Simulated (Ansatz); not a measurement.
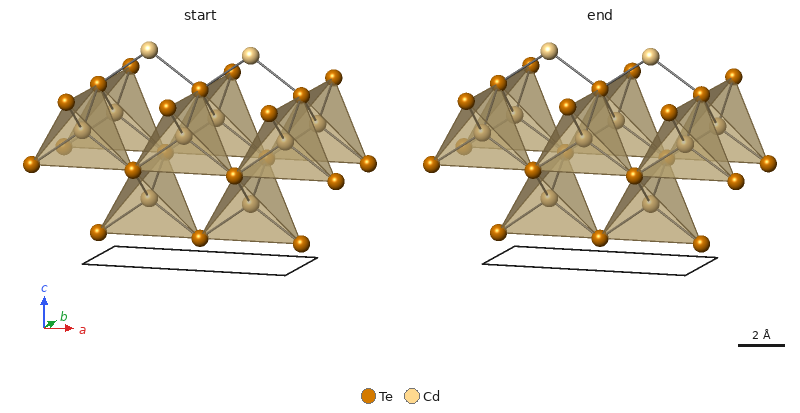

The structure of a slab of composition CdTe (cut from the F-43m phase) before (left) and after (right) a constrained relaxation, at one scale.

Style: polyhedral. Shown: the 2 × 1 repeat of the cell, outlined in the plane, without the vacuum, slightly off an axis.

Case: clean slab, lower half held. The slab is the (1 0 0) face of CdTe. 3 atoms are held fixed.

The calculation used DFT r2SCAN, scalar-relativistic, plane waves, PAW in Ansatz. Set-up: plane-wave cutoff 500 eV; k-point mesh 6 × 6 × 1; occupations gaussian; smearing width 0.05 eV; no spin polarisation; dipole correction; atoms relaxed in a fixed cell; force threshold 0.03 eV/Å; at most 70 steps.

Q: What changed between the two?

A: After 3 geometry steps the energy has fallen by 44.0 meV per cell of the calculation. Largest force component: 0.59 eV/Å at the start, 0.0069 eV/Å at the end. The largest move is that of a Cd atom, 0.11 Å along the normal (−c). By element the largest moves are Cd 0.11 Å, Te 0.04 Å. The lattice vectors keep their values. Among the contacts that change: Cd–Te 2.839 → 2.928 Å, Cd–Te 2.839 → 2.777 Å. Among the angles between lasting bonds that change: Te–Cd–Te 109.5° → 104.7°, Cd–Te–Cd 109.5° → 104.7°, Te–Cd–Te 109.5° → 113.2°.
